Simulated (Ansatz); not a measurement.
**What a change does: single-point calculation on MoS2**

System: MoS2 (3 atoms in the cell).
Method of run A: DFT PBE, scalar-relativistic, plane waves, PAW, no spin polarisation (Ansatz 0.2.0).

The structure derives from an entry of the Crystallography Open Database. Text and figures count atoms from 1; the logs count them from 0 in places.

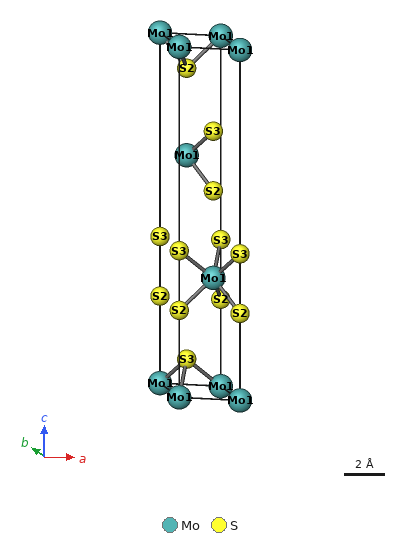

The structure as given in the input (ball-and-stick view of the cell 3 times as large as that of the calculation, set on its symmetry axes, seen slightly off an axis; atoms are numbered from 1 in the order of the input). An atom can appear more than once, as a periodic image. Near neighbours in the periodic cell (some may lie outside the picture): Mo has 6 S at 2.40 Å; S has 3 Mo at 2.40 Å.

### The input, run A
```yaml
crystal:
  lattice:
    - [1.580962695, 0.9127692375, 6.1274902416]
    - [-1.580962695, 0.9127692375, 6.1274902416]
    - [0.0, -1.8255384751, 6.1274902416]
  atoms:
    - { symbol: Mo, position: [6.3122e-06, 6.3122e-06, 6.3122e-06] }
    - { symbol: S, position: [0.751693915, 0.751693915, 0.751693915] }
    - { symbol: S, position: [0.5815997728, 0.5815997728, 0.5815997728] }
basis:
  ecutwfc: 420
  ecutrho_ratio: 4
kpoints:
  mp_grid: { grid: [12, 12, 12] }
hamiltonian:
  xc: pbe
scf:
  occupations: { method: gaussian, width: 0.05 }
output:
  forces: true
  stress: true
  eigenvalues: true
```

Command:
```bash
ansatz run input.yaml --threads 4 --pin off --max-ram 9216MiB --backend cpu --events-out ev --progress --plain --runs-dir out
```

Hardware: 4 threads of Intel Xeon @ 2.50GHz (Skylake/Cascade Lake), 12 GiB of memory available, shared host.

### Output, shortened to warnings, some set-up lines, iterations and results (run A)
```
Basis set: ecut = 420 eV, 1011 PW (Γ), FFT grids on a1−a3, a2−a3, a3, exchange–correlation on 48×48×90 points (8 copies of the dense FFT grid, shifted against one another)
Symmetry: 6 space group operations
k-points: 189 of 1728 (time reversal used)
Initial density: superposition of atomic densities (neutral atoms: chi_scale 0, normalization atom), corrected by the library's trained network
[...]
SCF iter   1: F=—  HF=-6762.754940 eV  |F-HF|=—  |Δ(HF+E_count)|=         —  Δρ=5.50e-3  dr2=4.25e-3  ethr=1.77e-3  ⟨swp⟩=5.9  Hψ=17657  notcnv=0
SCF iter   2: F=—  HF=-6762.759866 eV  |F-HF|=—  |Δ(HF+E_count)|=   4.93e-3  Δρ=3.13e-3  dr2=4.15e-3  ethr=1.63e-5  ⟨swp⟩=2.1  Hψ=6438  notcnv=0
SCF iter   3: F=—  HF=-6762.762689 eV  |F-HF|=—  |Δ(HF+E_count)|=   2.82e-3  Δρ=3.21e-3  dr2=1.37e-2  ethr=1.60e-5  ⟨swp⟩=2.0  Hψ=5237  notcnv=0  recentre
SCF iter   4: F=—  HF=-6762.761043 eV  |F-HF|=—  |Δ(HF+E_count)|=   1.65e-3  Δρ=1.29e-3  dr2=1.87e-4  ethr=1.60e-5  ⟨swp⟩=2.0  Hψ=4338  notcnv=0
SCF iter   5: F=—  HF=-6762.761503 eV  |F-HF|=—  |Δ(HF+E_count)|=   4.59e-4  Δρ=9.61e-5  dr2=6.82e-6  ethr=7.19e-7  ⟨swp⟩=2.0  Hψ=4884  notcnv=0
SCF iter   6: F=—  HF=-6762.761454 eV  |F-HF|=—  |Δ(HF+E_count)|=   4.83e-5  Δρ=5.31e-5  dr2=1.46e-6  ethr=2.62e-8  ⟨swp⟩=2.3  Hψ=4805  notcnv=0
SCF iter   7: F=—  HF=-6762.761455 eV  |F-HF|=—  |Δ(HF+E_count)|=   5.73e-7  Δρ=2.28e-5  dr2=1.77e-7  ethr=5.60e-9  ⟨swp⟩=2.4  Hψ=4841  notcnv=0
SCF iter   8: F=-6762.761455 eV  HF=-6762.761455 eV  |F-HF|=2.40e-8  |Δ(HF+E_count)|=   2.50e-7  Δρ=5.76e-6  dr2=8.39e-9  ethr=3.85e-10  ⟨swp⟩=5.7  Hψ=13335  notcnv=0
SCF 1 converged in 8 iterations: F = -6762.761455 eV  dr2 = 8.39e-9
SCF converged after 8 iterations
Free energy (F): -6762.761455 eV
Harris-Foulkes:  -6762.761455 eV  (|F-HF|=2.40e-8)
Internal energy: -6762.761455 eV  (E = F + TS)
E sigma→0 (E₀):  -6762.761455 eV
Fermi energy:    11.543576 eV
--- Per-component energies (eV) ---
  E_band       = -152.261406
  E_kinetic    = 656.575415
  E_local      = -1940.268622  (includes V_loc(G=0)·N_el)
  E_nonlocal   = 199.235639
  E_hartree    = 745.474436
  E_xc         = -378.768329
  E_vxc        = -405.372186  (∫ρ·V_xc dr)
  E_paw        = -4401.560783  (= ΣΔE_a)
  E_vpaw       = -153.380188  (= ΣTr[D̂ρ^β])
  E_aug_tail   = 0.000040  (compensation charges beyond the density's cutoff)
  E_ewald      = -1643.449251
  E_smearing   = -0.000000  (= −TS)
  E_closure    = 0.000000  (closes the sum)
  Σ components = -6762.761455   (vs F -6762.761455, Δ=0.00e0)
--- Forces (eV/Å), atoms counted from 1 ---
  atom   1  Mo     0.00000000    -0.00000000     0.00058539
  atom   2  S     -0.00000000     0.00000000    -0.00140610
  atom   3  S      0.00000000    -0.00000000     0.00086187
  max |Σ_I F_I| component: 4.12e-5 eV/Å
--- Stress (GPa, compression-positive) ---
        2.951877       0.000000      -0.000000
        0.000000       2.951877      -0.000000
       -0.000000      -0.000000       2.959157
  P = ⅓ Tr σ = 2.9543 GPa (29.543 kbar)
```

The input of run B differs as follows (lines with − go, lines with + come):
```diff
-    - [1.580962695, 0.9127692375, 6.1274902416]
-    - [-1.580962695, 0.9127692375, 6.1274902416]
-    - [0.0, -1.8255384751, 6.1274902416]
+    - [1.5814998946, 0.9130793898, 6.1233282105]
+    - [-1.5814998946, 0.9130793898, 6.1233282105]
+    - [0.0, -1.8261587797, 6.1233282105]
-    - { symbol: Mo, position: [6.3122e-06, 6.3122e-06, 6.3122e-06] }
-    - { symbol: S, position: [0.751693915, 0.751693915, 0.751693915] }
-    - { symbol: S, position: [0.5815997728, 0.5815997728, 0.5815997728] }
+    - { symbol: Mo, position: [0.0, 0.0, 0.0], spin: 2.0 }
+    - { symbol: S, position: [0.7484, 0.7484, 0.7484] }
+    - { symbol: S, position: [0.5849, 0.5849, 0.5849] }
+  populations: true
+magnetization:
+  spin_polarized: true
```

What does this change do to the results?

With the same functional and potentials, run B lies 25.7 meV per atom higher. The gap on the mesh goes from 0.90 to 0.64 eV. The pressure goes from 2.95 to 9.27 GPa. The largest force goes from 0.001 to 1.292 eV/Å. With spin allowed, the absolute moment of the cell comes to 0.00 μB. The SCF takes 13 iterations against 8. On the same kind of shared host run B took about 3.6 times as long. The two runs start from different initial densities, which also moves the count.

### Output, shortened to warnings, some set-up lines, iterations and results (run B)
```
WARN: the starting moments were not kept: the SCF closed with an absolute magnetisation of 1.1e-6 μB, where they sum to 2 μB in size (1 site). That is at most 0.1 of that sum. Measured as dr2_m measures the in/out step, that magnetisation stands 1.7e-13 eV from none, at or under the dr2_threshold of 1.0e-7 eV: it is no larger than a step whose dr2_m would equal this threshold. The system may hold …
Basis set: ecut = 420 eV, 1011 PW (Γ), FFT grids on a1−a3, a2−a3, a3, exchange–correlation on 48×48×90 points (8 copies of the dense FFT grid, shifted against one another)
Symmetry: 6 space group operations
k-points: 189 of 1728 (time reversal used)
Initial density: superposition of atomic densities (chi_scale 0.1, normalization cell)
[...]
SCF iter   1: F=—  HF=-6764.397909 eV  |F-HF|=—  |Δ(HF+E_count)|=         —  Δρ=7.13e-2 (↑7.13e-2 ↓3.30e-2)  dr2=4.11e0  dr2_m=7.89e-1  M=0.000 μB ∫|m|=0.207 μB  β_m=0.30  …
SCF iter   2: F=—  HF=-6762.998546 eV  |F-HF|=—  |Δ(HF+E_count)|=    1.40e0  Δρ=3.43e-2 (↑3.43e-2 ↓3.03e-2)  dr2=5.22e-1  dr2_m=3.96e-1  M=0.000 μB ∫|m|=0.164 μB  β_m=0.35  …
SCF iter   3: F=—  HF=-6762.768653 eV  |F-HF|=—  |Δ(HF+E_count)|=   2.30e-1  Δρ=2.30e-2 (↑2.30e-2 ↓1.70e-2)  dr2=1.20e-1  dr2_m=1.58e-1  M=0.000 μB ∫|m|=0.125 μB  β_m=0.43  …
SCF iter   4: F=—  HF=-6762.686785 eV  |F-HF|=—  |Δ(HF+E_count)|=   8.19e-2  Δρ=8.86e-3 (↑6.81e-3 ↓8.86e-3)  dr2=2.50e-2  dr2_m=2.48e-2  M=0.000 μB ∫|m|=0.068 μB  β_m=0.51  …
SCF iter   5: F=—  HF=-6762.684256 eV  |F-HF|=—  |Δ(HF+E_count)|=   2.53e-3  Δρ=8.97e-4 (↑8.97e-4 ↓8.78e-4)  dr2=1.75e-4  dr2_m=3.04e-4  M=0.000 μB ∫|m|=0.021 μB  β_m=0.75  …
SCF iter   6: F=—  HF=-6762.684518 eV  |F-HF|=—  |Δ(HF+E_count)|=   2.61e-4  Δρ=3.14e-4 (↑1.64e-4 ↓3.14e-4)  dr2=1.67e-4  dr2_m=1.17e-5  M=0.000 μB ∫|m|=0.004 μB  β_m=0.76  …
SCF iter   7: F=—  HF=-6762.684554 eV  |F-HF|=—  |Δ(HF+E_count)|=   3.66e-5  Δρ=1.87e-4 (↑1.79e-4 ↓1.87e-4)  dr2=2.82e-4  dr2_m=1.25e-6  M=0.000 μB ∫|m|=0.001 μB  β_m=0.51  …
SCF iter   8: F=—  HF=-6762.684499 eV  |F-HF|=—  |Δ(HF+E_count)|=   5.54e-5  Δρ=4.23e-5 (↑4.23e-5 ↓3.89e-5)  dr2=1.00e-6  dr2_m=5.10e-7  M=0.000 μB ∫|m|=0.001 μB  β_m=0.61  …
SCF iter   9: F=—  HF=-6762.684499 eV  |F-HF|=—  |Δ(HF+E_count)|=   7.31e-7  Δρ=1.18e-5 (↑1.11e-5 ↓1.18e-5)  dr2=2.75e-8  dr2_m=5.07e-8  M=0.000 μB ∫|m|=0.000 μB  β_m=0.71  …
SCF iter  10: F=—  HF=-6762.684500 eV  |F-HF|=—  |Δ(HF+E_count)|=   7.87e-8  Δρ=2.66e-6 (↑2.56e-6 ↓2.66e-6)  dr2=8.54e-9  dr2_m=1.85e-9  M=0.000 μB ∫|m|=0.000 μB  β_m=0.66  …
SCF iter  11: F=—  HF=-6762.684500 eV  |F-HF|=—  |Δ(HF+E_count)|=  8.38e-10  Δρ=9.82e-7 (↑9.82e-7 ↓8.69e-7)  dr2=1.77e-10  dr2_m=3.66e-10  M=0.000 μB ∫|m|=0.000 μB  β_m=0.73  …
SCF iter  12: F=—  HF=-6762.684500 eV  |F-HF|=—  |Δ(HF+E_count)|=  7.77e-10  Δρ=1.94e-7 (↑1.94e-7 ↓1.80e-7)  dr2=6.92e-12  dr2_m=1.43e-11  M=0.000 μB ∫|m|=0.000 μB  β_m=0.80  …
SCF iter  13: F=-6762.684500 eV  HF=-6762.684500 eV  |F-HF|=1.82e-12  |Δ(HF+E_count)|=  2.73e-11  Δρ=5.19e-8 (↑5.19e-8 ↓4.18e-8)  dr2=3.51e-12  dr2_m=7.88e-13  M=0.000 μB …
SCF 1 converged in 13 iterations: F = -6762.684500 eV  dr2 = 3.51e-12
WARN: the starting moments were not kept: the SCF closed with an absolute magnetisation of 1.1e-6 μB, where they sum to 2 μB in size (1 site). That is at most 0.1 of that sum. Measured as dr2_m measures the in/out step, that magnetisation stands 1.7e-13 eV from none, at or under the dr2_threshold …
SCF converged after 13 iterations
Magnetization: 0.0000 μB (13.0000 up, 13.0000 down)
Absolute magnetization: 0.0000 μB (∫|ρ↑−ρ↓|, with the PAW one-centre terms)
Spin contamination: 0.0000 ħ² per cell (⟨S²⟩ above its minimum at these occupations)
Per-site moments (μB) at R_I (Å): [(1.0195185125188331e-7, 0.9752095170266714), (-4.555703870112138e-8, 0.9752095170266714), (-4.7751496242945296e-8, 0.9753699517410133)]
Free energy (F): -6762.684500 eV
Harris-Foulkes:  -6762.684500 eV  (|F-HF|=1.82e-12)
Internal energy: -6762.684500 eV  (E = F + TS)
E sigma→0 (E₀):  -6762.684500 eV
Fermi energy:    11.577946 eV
--- Per-component energies (eV) ---
  E_band       = -154.822702
  E_kinetic    = 660.140744
  E_local      = -2029.173340  (includes V_loc(G=0)·N_el)
  E_nonlocal   = 199.517995
  E_hartree    = 787.663669
  E_xc         = -379.931069
  E_vxc        = -406.914112  (∫ρ·V_xc dr)
  E_paw        = -4401.845040  (= ΣΔE_a)
  E_vpaw       = -153.721279  (= ΣTr[D̂ρ^β])
[...]
```

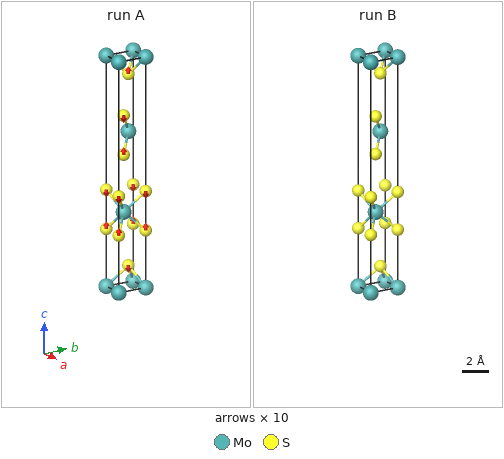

The two input geometries at one scale (ball-and-stick view of the cell 3 times as large as that of the calculation, set on its symmetry axes, seen slightly off an axis). The red arrows on the first give the shifts of the atoms relative to the cell, magnified 10 times. The largest moves relative to the cell, 0.061 Å, are those of S atoms. Mo stays in place. The drawn cell changes at constant volume: a = b 3.162 → 3.163 Å (0.0 %), c 18.382 → 18.370 Å (−0.1 %). Among the contacts that change: Mo–S 2.404 → 2.365 Å.

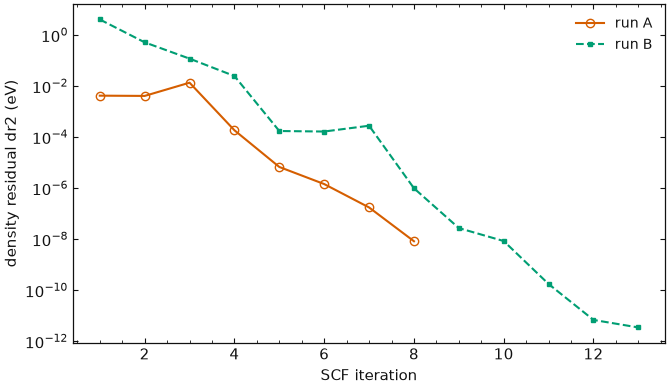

Convergence of the two runs: density residual dr2 against the SCF iteration. Run A takes 8 iterations in all, and run B takes 13.

### The two runs side by side

| quantity | run A | run B |
| --- | --- | --- |
| outcome | converged | converged |
| free energy per atom (eV) | −2254.2538 | −2254.2282 |
| gap on the mesh (eV) | 0.90 | 0.64 |
| pressure (GPa) | 2.95 | 9.27 |
| largest force (eV/Å) | 0.001 | 1.292 |
| SCF iterations | 8 | 13 |
| irreducible k-points | 189 | 189 |
| plane waves at Γ | 1011 | 1011 |
| net moment of the cell (μB) | – | 0.00 |
| absolute moment of the cell (μB) | – | 0.00 |
| wall time (shared host) | 5.7 s | 20 s |

For run B: Warnings: some starting moments were not kept.
